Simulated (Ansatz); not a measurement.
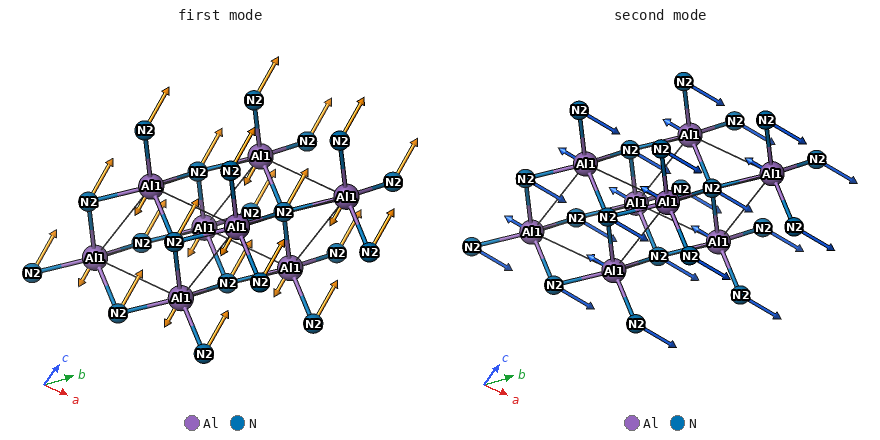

The system is AlN (F-43m, No. 216; 2 atoms in the cell); the picture shows the reference structure; its two panels give the patterns of the first and the second mode as arrows. The energy is mapped over two normal modes frozen in (zone-centre modes of the 2-atom cell of this scan). The first coordinate is: amplitude of mode 4 (635 cm⁻¹), largest displacement; the second: amplitude of mode 5 (635 cm⁻¹), largest displacement. Nothing is relaxed (the cell and all other modes fixed). The scan uses a 9 × 9 grid; 15 points were computed and 66 follow by symmetry. Points are written as (first, second). All energies are given in meV per cell relative to the lowest grid point. The calculation used DFT PBE, scalar-relativistic, plane waves, PAW in Ansatz. Settings: cutoff 520 eV, k-mesh 10×10×10, gaussian smearing 0.05 eV, no spin polarisation.

Its coordinates:

```xyz
2
Lattice="0.0000 2.2013 2.2013 2.2013 0.0000 2.2013 2.2013 2.2013 0.0000" Properties=species:S:1:pos:R:3 pbc="T T T"
Al    0.0000    0.0000    0.0000
N     3.3019    3.3019    3.3019
```

The input of one point:

```yaml
crystal:
  lattice:
    - [0.0, 2.2012588983, 2.2012588983]
    - [2.2012588983, 0.0, 2.2012588983]
    - [2.2012588983, 2.2012588983, 0.0]
  atoms:
    - { symbol: Al, position: [0.0, 0.0, 0.0] }
    - { symbol: "N", position: [0.75, 0.75, 0.75] }
basis:
  ecutwfc: 520.0
kpoints:
  mp_grid: { grid: [10, 10, 10] }
hamiltonian:
  xc: pbe
  pseudopotentials: { kind: paw, azcp: { folder: soft_1 } }
scf:
  occupations: { method: gaussian, width: 0.05 }
output:
  forces: true
  stress: true
  eigenvalues: true
  write_density: true
  write_potential: true
  elf: true
  volumetric_format: npy
```

Range: amplitude of mode 4 (635 cm⁻¹), largest displacement from −0.097 to 0.097 Å; amplitude of mode 5 (635 cm⁻¹), largest displacement from −0.097 to 0.097 Å.

Question: Predict the map.

Answer: The lowest grid point is at (0.000 Å, 0.000 Å). No other kind of well shows on this grid. The highest grid point, (−0.097 Å, −0.097 Å), lies 308 meV above the lowest. The gap on the k-mesh is 3.3 eV at the lowest point and runs from 2.8 to 3.3 eV over the map.

```
second ↓, first →  −0.097  −0.073  −0.049  −0.024  0.000  0.024  0.049  0.073  0.097
            0.097     308     238     188     157    147    157    188    238    308
            0.073     238     171     122      93     83     93    122    171    238
            0.049     188     122      75      47     37     47     75    122    188
            0.024     157      93      47      19      9     19     47     93    157
            0.000     147      83      37       9      0      9     37     83    147
           −0.024     157      93      47      19      9     19     47     93    157
           −0.049     188     122      75      47     37     47     75    122    188
           −0.073     238     171     122      93     83     93    122    171    238
           −0.097     308     238     188     157    147    157    188    238    308
```

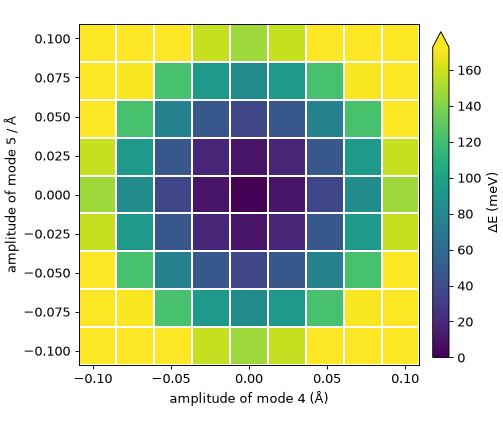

Drawn: one coloured cell a grid point, one colour for all values above the top of the scale.

The whole map (15 points run) took 3.4 min on 1 thread of Arm Neoverse N1, on a shared host.
